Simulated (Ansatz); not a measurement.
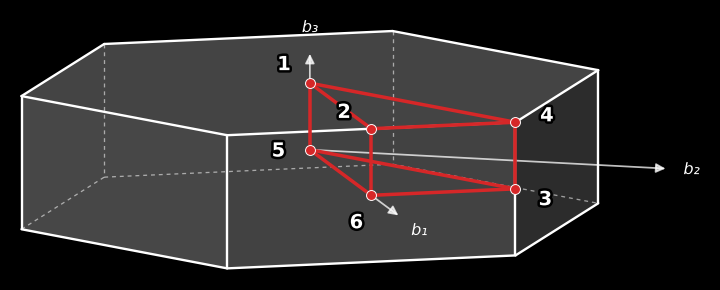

The first Brillouin zone of a primitive hexagonal lattice (hP; extended symbol hP2) is drawn with its special points numbered. Crystal: Al, the end point of a relaxation at fixed volume with Ansatz, DFT PBE+D3(BJ), scalar-relativistic, plane waves, PAW. Geometry calculated from the standardised cell; symmetry tolerance 0.002 Å.

a = 2.904 Å, b = 2.904 Å, c = 9.550 Å, α = 90.00°, β = 90.00°, γ = 120.00°.

Labels and path follow the convention of Hinuma et al. (2017), as computed by seekpath; the arrows show the directions of the reciprocal primitive vectors b₁, b₂, b₃, in which coordinates are given.

Q: Give the label and coordinates of each numbered point.

A:
| no. | label | coordinates |
| --- | --- | --- |
| 1 | A | (0, 0, 1/2) |
| 2 | L | (1/2, 0, 1/2) |
| 3 | K | (1/3, 1/3, 0) |
| 4 | H | (1/3, 1/3, 1/2) |
| 5 | Γ | (0, 0, 0) |
| 6 | M | (1/2, 0, 0) |
